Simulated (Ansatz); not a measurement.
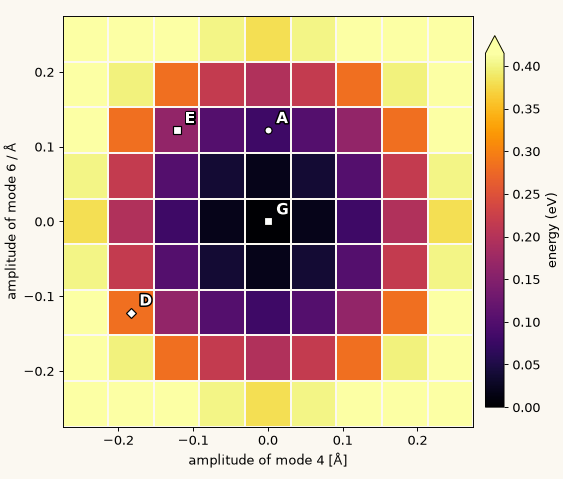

TaN (Fm-3m, No. 225; 2 atoms in the cell). 
- The energy is mapped over two normal modes frozen in (zone-centre modes of the 2-atom cell of this scan).
- First axis: amplitude of mode 4 (425 cm⁻¹), largest displacement. Second axis: amplitude of mode 6 (425 cm⁻¹), largest displacement.
- Nothing is relaxed (the cell and all other modes fixed).
- The scan uses a 9 × 9 grid; 15 points were computed and 66 follow by symmetry.
- Points are written as (first, second).
- Energies: eV per cell, counted from the lowest grid point.
- Level of theory: DFT LDA, scalar-relativistic, plane waves, PAW (Ansatz). Settings: cutoff 520 eV, k-mesh 18×18×18, gaussian smearing 0.15 eV, no spin polarisation.

The picture shows one coloured cell a grid point, one colour for all values above the top of the scale, lettered points.

### Is A the lowest point of the computed grid?

No. A lies 0.080 eV above the lowest grid point, which is at (0.000 Å, 0.000 Å).

### Rank the lettered points by energy, lowest first.

G (0.000 eV), A (0.080 eV), E (0.165 eV), D (0.282 eV).

PAW datasets: the set soft_1.
